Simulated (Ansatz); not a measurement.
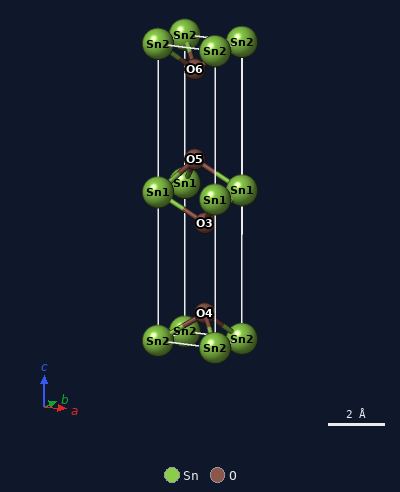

Figure 1. The structure as given in the input (ball-and-stick view of the cell of the calculation, seen slightly off an axis; atoms are numbered from 1 in the order of the input).

## Two runs on SnO2

System: SnO2 (6 atoms in the cell).
Method of run A: DFT PBE+D3(BJ), scalar-relativistic, plane waves, PAW, no spin polarisation (Ansatz 0.2.0).

The structure derives from a Materials Project entry. Text and figures count atoms from 1; the logs count them from 0 in places.

### Input file, run A
```yaml
crystal:
  lattice:
    - [3.0842469749, 0.0, 0.0]
    - [-1.5421234874, 2.6710362318, 0.0]
    - [0.0, 0.0, 10.7529186532]
  atoms:
    - { symbol: Sn, position: [0.0, 0.0, 0.5] }
    - { symbol: Sn, position: [0.0, 0.0, 0.0] }
    - { symbol: O, position: [0.6666666667, 0.3333333333, 0.4017901367] }
    - { symbol: O, position: [0.6666666667, 0.3333333333, 0.0982098633] }
    - { symbol: O, position: [0.3333333333, 0.6666666667, 0.5982098633] }
    - { symbol: O, position: [0.3333333333, 0.6666666667, 0.9017901367] }
basis:
  ecutwfc: 520.0
kpoints:
  mp_grid: { grid: [12, 12, 4] }
hamiltonian:
  xc: pbe
  dispersion: d3bj
scf:
  occupations: { method: gaussian, width: 0.05 }
output:
  forces: true
  stress: true
  eigenvalues: true
```

Command:
```bash
ansatz run input.yaml --threads 1 --pin off --max-ram 2048MiB --backend cpu --events-out ev --progress --plain --runs-dir out
```

Hardware: 1 thread of AMD EPYC (Zen 5), 10 GiB of memory available, shared host.

### Output, shortened to warnings, some set-up lines, iterations and results (run A)
```
Basis set: ecut = 520 eV, 2343 PW (Γ), exchange–correlation on 48×48×160 points (8 copies of the dense FFT grid, shifted against one another)
Symmetry: 24 space group operations
k-points: 57 of 576
Initial density: superposition of atomic densities (neutral atoms: chi_scale 0, normalization atom), corrected by the library's trained network
[...]
SCF iter   1: F=—  HF=-14317.669972 eV  |F-HF|=—  |Δ(HF+E_count)|=         —  Δρ=2.23e-3  dr2=1.87e-3  ethr=1.77e-3  ⟨swp⟩=6.9  Hψ=8591  notcnv=0
SCF iter   2: F=—  HF=-14317.672928 eV  |F-HF|=—  |Δ(HF+E_count)|=   2.96e-3  Δρ=1.15e-3  dr2=4.61e-4  ethr=3.60e-6  ⟨swp⟩=2.8  Hψ=3831  notcnv=0  defer=5
SCF iter   3: F=—  HF=-14317.673287 eV  |F-HF|=—  |Δ(HF+E_count)|=   3.59e-4  Δρ=2.78e-4  dr2=7.23e-5  ethr=8.86e-7  ⟨swp⟩=3.0  Hψ=3362  notcnv=0  defer=1
SCF iter   4: F=—  HF=-14317.673104 eV  |F-HF|=—  |Δ(HF+E_count)|=   1.84e-4  Δρ=9.83e-5  dr2=7.89e-6  ethr=1.39e-7  ⟨swp⟩=3.0  Hψ=3321  notcnv=0  defer=1
SCF iter   5: F=—  HF=-14317.673105 eV  |F-HF|=—  |Δ(HF+E_count)|=   1.82e-6  Δρ=4.37e-5  dr2=1.54e-6  ethr=1.52e-8  ⟨swp⟩=2.0  Hψ=3167  notcnv=0  defer=1
SCF iter   6: F=-14317.673106 eV  HF=-14317.673106 eV  |F-HF|=3.73e-8  |Δ(HF+E_count)|=   3.37e-7  Δρ=1.17e-5  dr2=1.00e-7  ethr=1.92e-10  ⟨swp⟩=9.2  Hψ=9633  notcnv=0
SCF 1 converged in 6 iterations: F = -14317.673106 eV  dr2 = 1.00e-7
SCF converged after 6 iterations
Free energy (F): -14317.673106 eV
Harris-Foulkes:  -14317.673106 eV  (|F-HF|=3.73e-8)
Internal energy: -14317.673106 eV  (E = F + TS)
E sigma→0 (E₀):  -14317.673106 eV
Fermi energy:    6.968203 eV
--- Per-component energies (eV) ---
  E_band       = -294.848620
  E_kinetic    = 1084.759127
  E_local      = -4824.789577  (includes V_loc(G=0)·N_el)
  E_nonlocal   = 134.441645
  E_hartree    = 2382.093605
  E_xc         = -1056.697675
  E_vxc        = -566.013905  (∫ρ·V_xc dr)
  E_paw        = -8927.213650  (= ΣΔE_a)
  E_vpaw       = -887.442969  (= ΣTr[D̂ρ^β])
  E_aug_tail   = 0.003086  (compensation charges beyond the density's cutoff)
  E_ewald      = -3109.238646
  E_disp       = -1.031021  (pairwise vdW)
  E_smearing   = -0.000000  (= −TS)
  E_closure    = 0.000000  (closes the sum)
  Σ components = -14317.673106   (vs F -14317.673106, Δ=0.00e0)
--- Forces (eV/Å), atoms counted from 1 ---
  atom   1  Sn    -0.00000000    -0.00000000     0.00000000
  atom   2  Sn     0.00000000    -0.00000000     0.00000000
  atom   3  O      0.00000000     0.00000000    -0.31685523
  atom   4  O      0.00000000     0.00000000     0.31685523
  atom   5  O     -0.00000000    -0.00000000     0.31685523
  atom   6  O     -0.00000000    -0.00000000    -0.31685523
  max |Σ_I F_I| component: 5.55e-17 eV/Å
--- Stress (GPa, compression-positive) ---
       16.116135      -0.000000       0.000000
       -0.000000      16.116135       0.000000
        0.000000       0.000000       1.613511
  P = ⅓ Tr σ = 11.2819 GPa (112.819 kbar)
```

The input of run B differs as follows (lines with − go, lines with + come):
```diff
-    - [3.0842469749, 0.0, 0.0]
-    - [-1.5421234874, 2.6710362318, 0.0]
-    - [0.0, 0.0, 10.7529186532]
+    - [3.1257378118, 0.0, 0.0]
+    - [-1.5628689059, 2.7069683506, 0.0]
+    - [0.0, 0.0, 10.4693462269]
```

How does run B compare with run A?

With the same functional and potentials, run B lies 28.9 meV per atom lower. The gap on the mesh goes from 2.91 to 2.64 eV. The pressure goes from 11.28 to 8.69 GPa. The largest force goes from 0.317 to 0.411 eV/Å. The number of SCF iterations is the same. The plane waves at Γ go from 2343 to 2385.

### Output, shortened to warnings, some set-up lines, iterations and results (run B)
```
Basis set: ecut = 520 eV, 2385 PW (Γ), exchange–correlation on 48×48×160 points (8 copies of the dense FFT grid, shifted against one another)
Symmetry: 24 space group operations
k-points: 57 of 576
Initial density: superposition of atomic densities (neutral atoms: chi_scale 0, normalization atom), corrected by the library's trained network
[...]
SCF iter   1: F=—  HF=-14317.843857 eV  |F-HF|=—  |Δ(HF+E_count)|=         —  Δρ=1.96e-3  dr2=1.39e-3  ethr=1.77e-3  ⟨swp⟩=6.9  Hψ=8504  notcnv=0
SCF iter   2: F=—  HF=-14317.846337 eV  |F-HF|=—  |Δ(HF+E_count)|=   2.48e-3  Δρ=1.02e-3  dr2=3.33e-4  ethr=2.68e-6  ⟨swp⟩=2.8  Hψ=3874  notcnv=0  defer=7
SCF iter   3: F=—  HF=-14317.846741 eV  |F-HF|=—  |Δ(HF+E_count)|=   4.04e-4  Δρ=2.86e-4  dr2=7.41e-5  ethr=6.39e-7  ⟨swp⟩=2.5  Hψ=3039  notcnv=0  defer=3
SCF iter   4: F=—  HF=-14317.846648 eV  |F-HF|=—  |Δ(HF+E_count)|=   9.31e-5  Δρ=8.55e-5  dr2=5.84e-6  ethr=1.42e-7  ⟨swp⟩=2.5  Hψ=2787  notcnv=0  defer=3
SCF iter   5: F=—  HF=-14317.846651 eV  |F-HF|=—  |Δ(HF+E_count)|=   2.41e-6  Δρ=3.20e-5  dr2=8.97e-7  ethr=1.12e-8  ⟨swp⟩=2.0  Hψ=3198  notcnv=0  defer=3
SCF iter   6: F=-14317.846651 eV  HF=-14317.846651 eV  |F-HF|=3.64e-8  |Δ(HF+E_count)|=   6.87e-7  Δρ=1.06e-5  dr2=8.19e-8  ethr=1.92e-10  ⟨swp⟩=8.2  Hψ=9412  notcnv=0
SCF 1 converged in 6 iterations: F = -14317.846651 eV  dr2 = 8.19e-8
SCF converged after 6 iterations
Free energy (F): -14317.846651 eV
Harris-Foulkes:  -14317.846651 eV  (|F-HF|=3.64e-8)
Internal energy: -14317.846651 eV  (E = F + TS)
E sigma→0 (E₀):  -14317.846651 eV
Fermi energy:    6.998020 eV
--- Per-component energies (eV) ---
  E_band       = -289.762761
  E_kinetic    = 1083.152082
  E_local      = -4653.557888  (includes V_loc(G=0)·N_el)
  E_nonlocal   = 134.308256
  E_hartree    = 2299.399580
  E_xc         = -1056.097305
  E_vxc        = -565.210332  (∫ρ·V_xc dr)
  E_paw        = -8927.053066  (= ΣΔE_a)
  E_vpaw       = -887.266108  (= ΣTr[D̂ρ^β])
  E_aug_tail   = 0.003013  (compensation charges beyond the density's cutoff)
  E_ewald      = -3196.970428
  E_disp       = -1.030895  (pairwise vdW)
  E_smearing   = -0.000000  (= −TS)
  E_closure    = 0.000000  (closes the sum)
  Σ components = -14317.846651   (vs F -14317.846651, Δ=0.00e0)
--- Forces (eV/Å), atoms counted from 1 ---
  atom   1  Sn     0.00000000     0.00000000     0.00000000
  atom   2  Sn     0.00000000     0.00000000     0.00000000
  atom   3  O      0.00000000     0.00000000    -0.41133382
  atom   4  O      0.00000000     0.00000000     0.41133382
  atom   5  O     -0.00000000    -0.00000000     0.41133382
  atom   6  O     -0.00000000    -0.00000000    -0.41133382
  max |Σ_I F_I| component: 5.55e-17 eV/Å
--- Stress (GPa, compression-positive) ---
       11.694002       0.000000       0.000000
        0.000000      11.694002       0.000000
        0.000000       0.000000       2.679921
  P = ⅓ Tr σ = 8.6893 GPa (86.893 kbar)
```

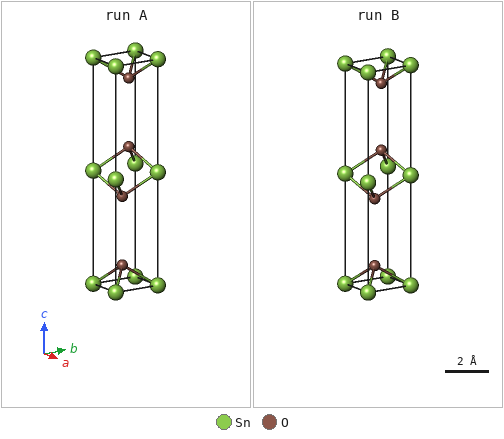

Figure 2. The two input geometries at one scale (ball-and-stick view of the cell of the calculation, seen slightly off an axis). No atom moves by more than 0.005 Å relative to the cell. The drawn cell changes at constant volume: a = b 3.084 → 3.126 Å (+1.3 %), c 10.753 → 10.469 Å (−2.6 %). Among the contacts that change: O–Sn 2.070 → 2.077 Å.

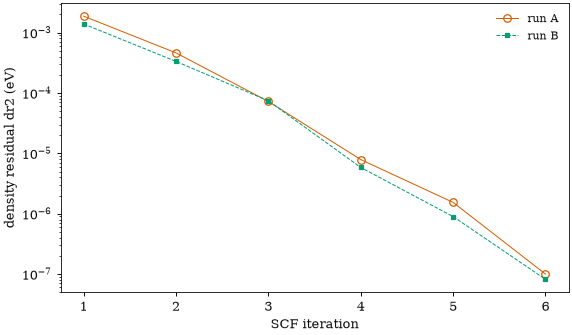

Figure 3. Convergence of the two runs: density residual dr2 against the SCF iteration. Run A takes 6 iterations in all, and run B takes 6.

### The two runs side by side

```csv
quantity,run A,run B
outcome,converged,converged
free energy per atom (eV),−2386.2789,−2386.3078
gap on the mesh (eV),2.91,2.64
pressure (GPa),11.28,8.69
largest force (eV/Å),0.317,0.411
SCF iterations,6,6
irreducible k-points,57,57
plane waves at Γ,2343,2385
wall time (shared host),3 s,3.1 s
```
